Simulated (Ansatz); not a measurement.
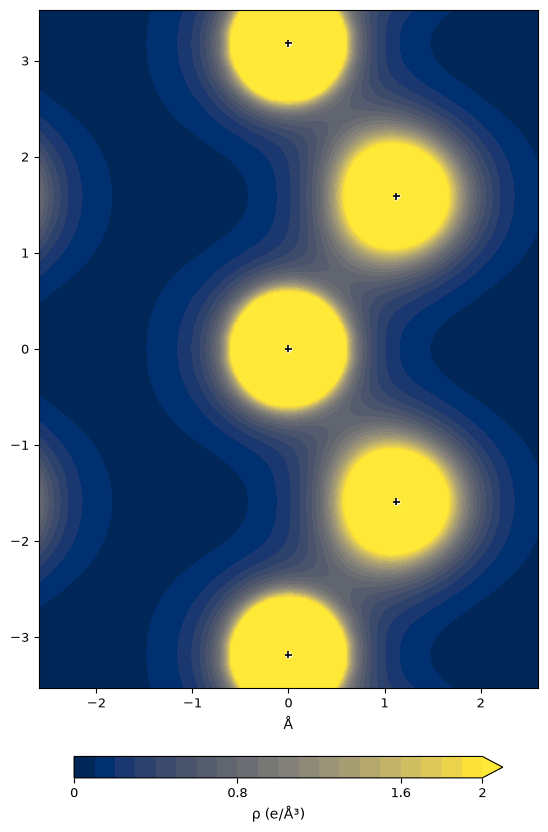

The valence electron density on a plane through atoms (crosses mark nuclei in the plane).

Theory: DFT PBEsol, scalar-relativistic, plane waves, PAW in Ansatz.

Candidates:
A. In, a = 3.19 Å, b = 3.19 Å, c = 5.00 Å, α = 90.00°, β = 90.00°, γ = 90.00°. Space group I4/mmm; computed without spin polarisation.
B. TePb, a = 6.44 Å, b = 6.44 Å, c = 6.44 Å, α = 90.00°, β = 90.00°, γ = 90.00°. Space group Fm-3m.
C. GaN, a = 4.50 Å, b = 4.50 Å, c = 4.50 Å, α = 90.00°, β = 90.00°, γ = 90.00°. Space group F-43m; a generated structure, not necessarily the stable one.

Q: Which candidate gave the map?

A: Candidate C: GaN on the (101) plane of the conventional cell, which holds Ga and N. Ga–N (1.95 Å): ρ is about 0.74 e/Å³ halfway.
